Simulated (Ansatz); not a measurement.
Run report: Cu6H, single-point calculation (part 2 of 2)

Cu6H (slab, 14 atoms in the cell); DFT PBE, scalar-relativistic, plane waves, PAW, no spin polarisation (Ansatz 0.2.0); cutoff 420 eV, 5×5×1 k-mesh, Gaussian smearing of 0.1 eV. The structure derives from an entry of the Crystallography Open Database.

Geometry of the input (Å; fractional positions):
```
5.1332  0.0000  0.0000
0.0000  5.1332  0.0000
0.0000  0.0000  21.5289
Cu 0.2500  0.2500  0.1858
Cu 0.2500  0.7500  0.1858
Cu 0.7500  0.2500  0.1858
Cu 0.7500  0.7500  0.1858
Cu 0.0000  0.0000  0.2678
Cu 0.0000  0.5000  0.2678
Cu 0.5000  0.0000  0.2678
Cu 0.5000  0.5000  0.2678
Cu 0.2500  0.2500  0.3497
Cu 0.2500  0.7500  0.3497
Cu 0.7500  0.2500  0.3497
Cu 0.7500  0.7500  0.3497
H  0.1769  1.0000  0.4891
H  0.3231  1.0000  0.4891
```

## Output, continued
```
  k-point 0: bands = ["-111.6917", "-111.6873", "-111.6872", "-111.6829", "-111.2168", "-111.2125", "-111.2113", "-111.2087", "-111.2070", "-111.2044", "-111.2042", "-111.1999", "-69.0928", "-69.0926", "-69.0868", "-69.0866", "-69.0649", "-69.0598", "-69.0597", "-69.0523", "-69.0372", "-69.0370", "-69.0324", "-69.0322", "-68.6380", "-68.6377", "-68.6334", "-68.6330", "-68.6303", "-68.6302", "-68.6260", "-68.6259", "-68.5846", "-68.5845", "-68.5807", "-68.5805", "-68.5777", "-68.5775", "-68.5737", "-68.5736", "-68.5678", "-68.5634", "-68.5618", "-68.5581", "-68.5577", "-68.5537", "-68.5534", "-68.5500", "-7.5100", "-5.2469", "-4.8484", "-3.9521", "-3.9520", "-3.7110", "-3.6529", "-3.5829", "-3.5821", "-3.2338", "-3.2068", "-3.1145", "-3.1144", "-3.0116", "-3.0101", "-2.6586", "-2.3931", "-2.2235", "-2.2234", "-2.0765", "-2.0750", "-2.0117", "-1.9998", "-1.9995", "-1.9042", "-1.9042", "-1.8865", "-1.8862", "-1.8085", "-1.8085", "-1.7906", "-1.7906", "-1.7806", "-1.7806", "-1.3606", "-1.2554", "-1.2521", "-1.1920", "-1.1672", "-1.1672", "-1.1350", "-0.9511", "-0.9510", "-0.8926", "-0.8372", "-0.8286", "-0.8281", "-0.8182", "-0.8182", "-0.6635", "-0.6635", "-0.6455", "-0.6436", "-0.6025", "-0.5978", "-0.5923", "-0.5359", "-0.5358", "-0.5026", "-0.5025", "-0.4953", "-0.1718", "-0.1651", "0.0800", "0.7422", "0.7426", "0.8445", "0.8516", "0.8758", "0.8813", "2.2484", "3.7235", "3.7239", "3.8497", "3.8649", "4.8097", "4.8413", "5.1423", "5.4314", "6.0908", "6.5973", "6.9367", "6.9375", "7.2002", "7.4194", "7.6850", "7.8017", "8.2897", "8.3876", "8.5672"]
  k-point 1: bands = ["-111.6913", "-111.6876", "-111.6869", "-111.6833", "-111.2164", "-111.2129", "-111.2109", "-111.2083", "-111.2074", "-111.2048", "-111.2038", "-111.2003", "-69.0920", "-69.0875", "-69.0872", "-69.0816", "-69.0644", "-69.0602", "-69.0591", "-69.0530", "-69.0425", "-69.0376", "-69.0366", "-69.0327", "-68.6375", "-68.6338", "-68.6326", "-68.6298", "-68.6280", "-68.6265", "-68.6254", "-68.6210", "-68.5897", "-68.5855", "-68.5841", "-68.5828", "-68.5810", "-68.5786", "-68.5771", "-68.5740", "-68.5673", "-68.5637", "-68.5614", "-68.5584", "-68.5573", "-68.5541", "-68.5530", "-68.5503", "-7.2765", "-5.2091", "-4.6785", "-4.4826", "-3.7962", "-3.5949", "-3.5811", "-3.5800", "-3.4868", "-3.1938", "-3.1490", "-3.1131", "-3.0436", "-3.0016", "-2.9610", "-2.5720", "-2.3712", "-2.3548", "-2.2600", "-2.2530", "-2.1456", "-2.1090", "-2.0292", "-1.9606", "-1.9423", "-1.8491", "-1.8471", "-1.8264", "-1.8058", "-1.7764", "-1.7641", "-1.7400", "-1.7310", "-1.5986", "-1.4588", "-1.3559", "-1.2843", "-1.2684", "-1.2279", "-1.1151", "-1.0992", "-0.9690", "-0.9472", "-0.9434", "-0.9258", "-0.9050", "-0.8710", "-0.8675", "-0.8656", "-0.8486", "-0.8251", "-0.6946", "-0.6939", "-0.6837", "-0.6494", "-0.6324", "-0.5984", "-0.5575", "-0.5511", "-0.5467", "-0.4637", "-0.3808", "-0.3698", "-0.2695", "0.0013", "0.4151", "0.9693", "1.0386", "1.4742", "2.4932", "2.6618", "3.1397", "3.1958", "3.9851", "4.1560", "5.0441", "5.1007", "5.3533", "5.6580", "5.8538", "6.0630", "6.2668", "6.7218", "7.1075", "7.5977", "7.7982", "7.8702", "8.3414", "8.7317", "8.7798"]
  k-point 2: bands = ["-111.6903", "-111.6886", "-111.6859", "-111.6843", "-111.2153", "-111.2140", "-111.2098", "-111.2085", "-111.2072", "-111.2059", "-111.2027", "-111.2014", "-69.0905", "-69.0886", "-69.0737", "-69.0681", "-69.0631", "-69.0613", "-69.0573", "-69.0564", "-69.0548", "-69.0512", "-69.0354", "-69.0338", "-68.6362", "-68.6348", "-68.6289", "-68.6276", "-68.6193", "-68.6149", "-68.6123", "-68.6079", "-68.6029", "-68.5987", "-68.5960", "-68.5918", "-68.5832", "-68.5820", "-68.5762", "-68.5750", "-68.5660", "-68.5647", "-68.5604", "-68.5593", "-68.5564", "-68.5552", "-68.5522", "-68.5512", "-6.6008", "-5.5810", "-5.1635", "-4.1961", "-3.7372", "-3.4189", "-3.3773", "-3.2862", "-3.2792", "-3.1609", "-3.1471", "-3.0999", "-3.0615", "-2.9657", "-2.8429", "-2.6458", "-2.5548", "-2.3817", "-2.3507", "-2.3236", "-2.2726", "-2.0461", "-1.9658", "-1.9430", "-1.8812", "-1.8391", "-1.8195", "-1.7615", "-1.7482", "-1.7405", "-1.7284", "-1.6976", "-1.5302", "-1.4913", "-1.4869", "-1.4849", "-1.4576", "-1.4572", "-1.4507", "-1.3381", "-1.2049", "-1.1077", "-1.0803", "-1.0707", "-1.0501", "-1.0481", "-1.0403", "-0.9798", "-0.9681", "-0.8879", "-0.8806", "-0.8453", "-0.8328", "-0.8147", "-0.8003", "-0.7443", "-0.7127", "-0.6415", "-0.6205", "-0.6123", "-0.5917", "-0.5097", "-0.4664", "-0.4589", "-0.3977", "1.1366", "1.5011", "1.5596", "2.0905", "2.2297", "2.3121", "2.6966", "3.6263", "4.2042", "4.3524", "4.8431", "5.0187", "5.7687", "5.9090", "6.0361", "6.3469", "6.6440", "6.9716", "7.0042", "7.2307", "7.4766", "7.9211", "8.0637", "8.3073", "8.5667"]
  k-point 8: bands = ["-111.6888", "-111.6874", "-111.6871", "-111.6858", "-111.2144", "-111.2131", "-111.2107", "-111.2094", "-111.2059", "-111.2046", "-111.2040", "-111.2027", "-69.0717", "-69.0716", "-69.0702", "-69.0695", "-69.0610", "-69.0592", "-69.0591", "-69.0571", "-69.0549", "-69.0542", "-69.0530", "-69.0528", "-68.6184", "-68.6180", "-68.6171", "-68.6161", "-68.6111", "-68.6108", "-68.6095", "-68.6091", "-68.6018", "-68.6011", "-68.5998", "-68.5998", "-68.5948", "-68.5944", "-68.5932", "-68.5929", "-68.5653", "-68.5641", "-68.5611", "-68.5599", "-68.5553", "-68.5541", "-68.5534", "-68.5522", "-5.7428", "-5.1391", "-4.8167", "-4.8070", "-4.1130", "-3.5578", "-3.2455", "-3.2425", "-3.0234", "-2.9090", "-2.8684", "-2.7588", "-2.7560", "-2.7387", "-2.7387", "-2.6095", "-2.6087", "-2.5095", "-2.5095", "-2.4750", "-2.2986", "-2.1346", "-2.1240", "-2.0011", "-1.9992", "-1.9662", "-1.9650", "-1.9285", "-1.9092", "-1.6493", "-1.6110", "-1.4975", "-1.4974", "-1.4876", "-1.4868", "-1.4168", "-1.4125", "-1.4012", "-1.3362", "-1.3116", "-1.3092", "-1.2725", "-1.2560", "-1.2272", "-1.1636", "-1.1425", "-1.1407", "-1.1241", "-1.0904", "-1.0597", "-1.0090", "-1.0089", "-0.9540", "-0.9461", "-0.8900", "-0.8780", "-0.8779", "-0.8622", "-0.7446", "-0.7381", "-0.5565", "-0.5563", "-0.5460", "-0.5416", "-0.4909", "-0.2028", "0.3487", "0.3639", "1.2335", "2.0988", "3.0667", "3.1521", "4.1884", "4.6661", "5.4691", "5.9333", "6.2903", "6.7295", "6.7321", "6.7442", "7.0508", "7.1352", "7.2988", "7.5280", "8.0981", "8.2910", "8.3908", "8.5235", "8.6953", "8.8895"]
```

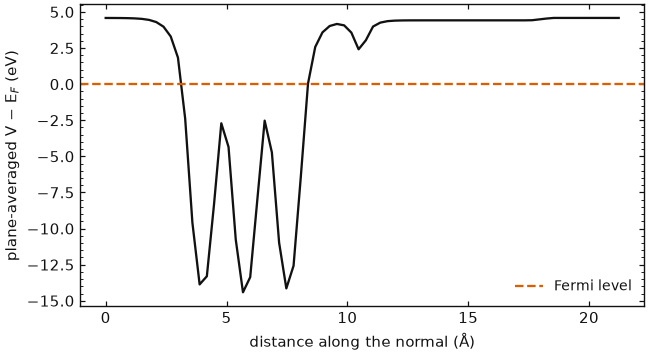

*Plane average of the electrostatic potential energy of an electron across the cell, from the Fermi level.*

The vacuum level lies 4.42 eV above the Fermi level on the upper side and 4.58 eV on the lower.

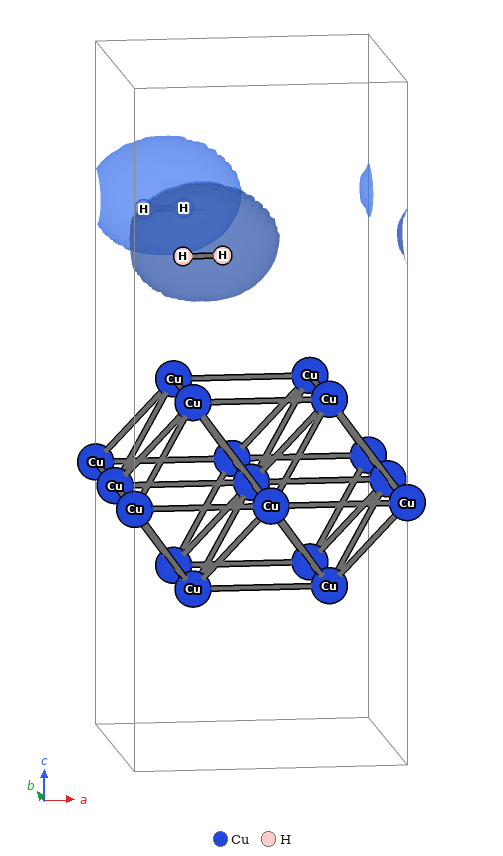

*Isosurface of the electron localisation function at 0.85 (blue), seen at an oblique angle. Core shells and regions of very low density are left out. Sticks mark near contacts.*

The ELF exceeds this value in one joined region spread over several atoms (H), counted in one cell of 14 atoms. Counts are for one cell; the picture repeats the cell along the surface. Profiles from the grid: H–H (0.75 Å): the ELF peaks at about 1 between the atoms; a covalent bond by its length. Cu–Cu (2.53 Å): the ELF is about 0.20 at the midpoint; no localised pair between them. In a PAW calculation such maps are meaningful between the atoms, not at the nuclei.

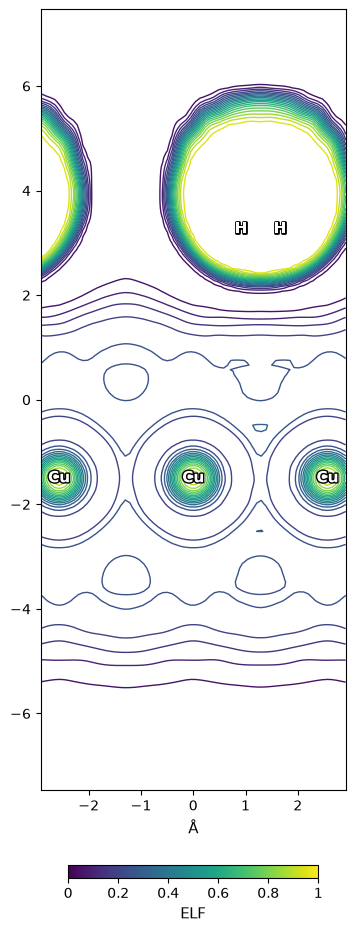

*ELF on the (010) plane of the calculation cell, a cut from vacuum to vacuum.*

The section cuts through Cu and H sites. The strong features right at Cu lie inside the PAW spheres (semicore, d or f shells) and say nothing about bonding.

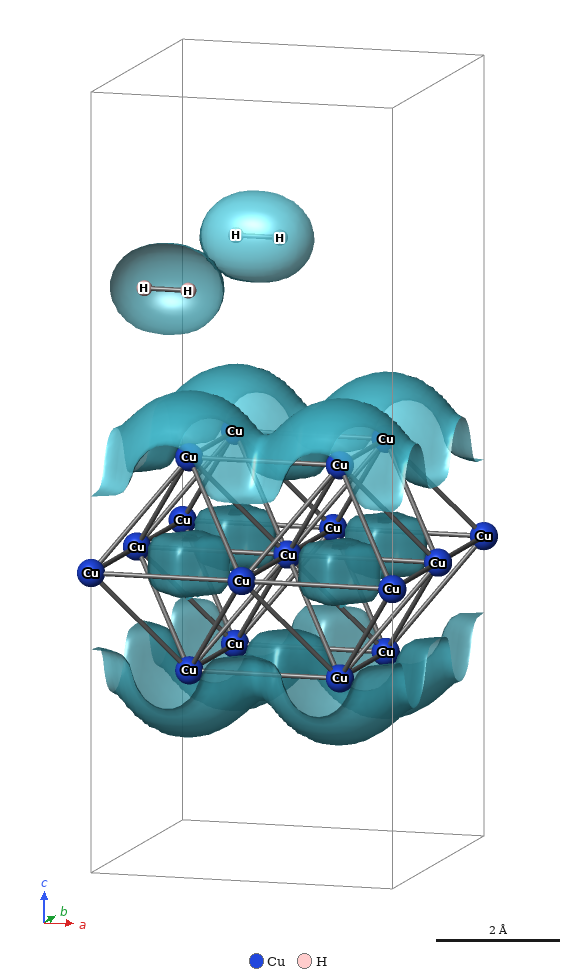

*Isosurface of the valence electron density at 0.2 e/Å³ (cyan), seen slightly off an axis. Sticks mark near contacts.*

At this value the density is joined into sheets; it holds about 95 % of the electrons treated as valence (semicore included). On the grid the lowest density along these lines, outside the cores, is 1.8 e/Å³ (H–H, 0.75 Å) and 0.28 e/Å³ (Cu–Cu, 2.53 Å).

## Key numbers

| quantity | value |
| --- | --- |
| outcome | converged |
| electrons treated | 230 |
| free energy | −79528.9473 eV |
| work function, top face | 4.42 eV |
| work function, bottom face | 4.58 eV |
| Fermi energy | 0.938 eV |
| gap on the k-point mesh | none (metallic) |
| work function (upper face) | 4.42 eV |
| largest force (length of the vector) | 0.056 eV/Å |
| wall time | 24 s (CPU time 92 s) |
| peak memory | 1.8 GiB |

## Remarks

The program warns: the exchange-correlation potential is rough where the density is thin.
